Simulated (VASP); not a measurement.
System CaF₂ (space group Fm-3m, No. 225); source of the atomic positions: an entry of the Crystallography Open Database, as set up for an electronic-structure calculation.

```cif
data_structure
_symmetry_space_group_name_H-M 'Fm-3m'
_symmetry_Int_Tables_number 225
_cell_length_a 5.4620
_cell_length_b 5.4620
_cell_length_c 5.4620
_cell_angle_alpha 90.000
_cell_angle_beta 90.000
_cell_angle_gamma 90.000
_cell_volume 162.95
loop_
_atom_site_label
_atom_site_type_symbol
_atom_site_symmetry_multiplicity
_atom_site_Wyckoff_symbol
_atom_site_fract_x
_atom_site_fract_y
_atom_site_fract_z
_atom_site_occupancy
Ca1 Ca 4 a 0.00000 0.00000 0.00000 1
F1 F 8 c 0.25000 0.25000 0.75000 1
```

Bonds are taken as Ca–F below 2.7 Å. Simplification: prune 0- and 1-connected atoms, fold 2-connected ones into links.

Derive the underlying net.

The result is a binodal (4,8)-connected, three-periodic net: F is a 4-connected node; Ca is an 8-connected node, in the ratio 2:1. It is the flu net, known from fluorite. It is a single net, without interpenetration.

```tsv
node	links	point symbol	coordination sequence
F	4	4⁶	4 22 24 82 64
Ca	8	4¹²·6¹²·8⁴	8 12 48 42 128
```

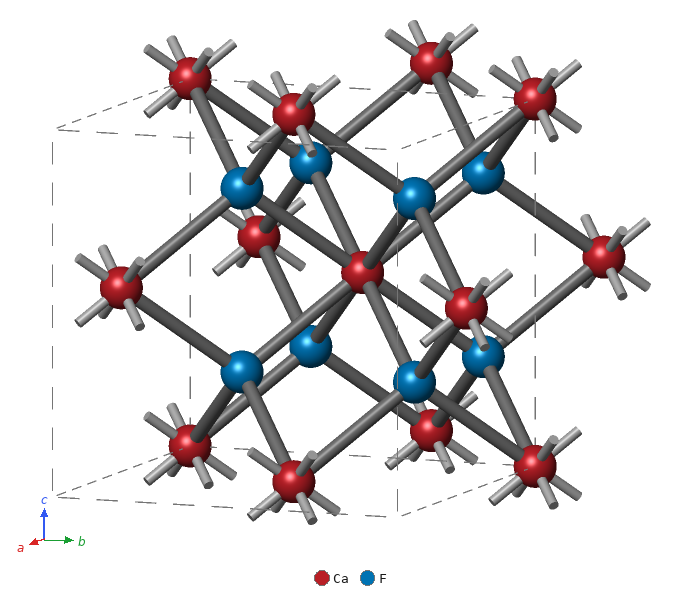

Nodes are coloured by element. Short stubs are edges that leave the cut-out.
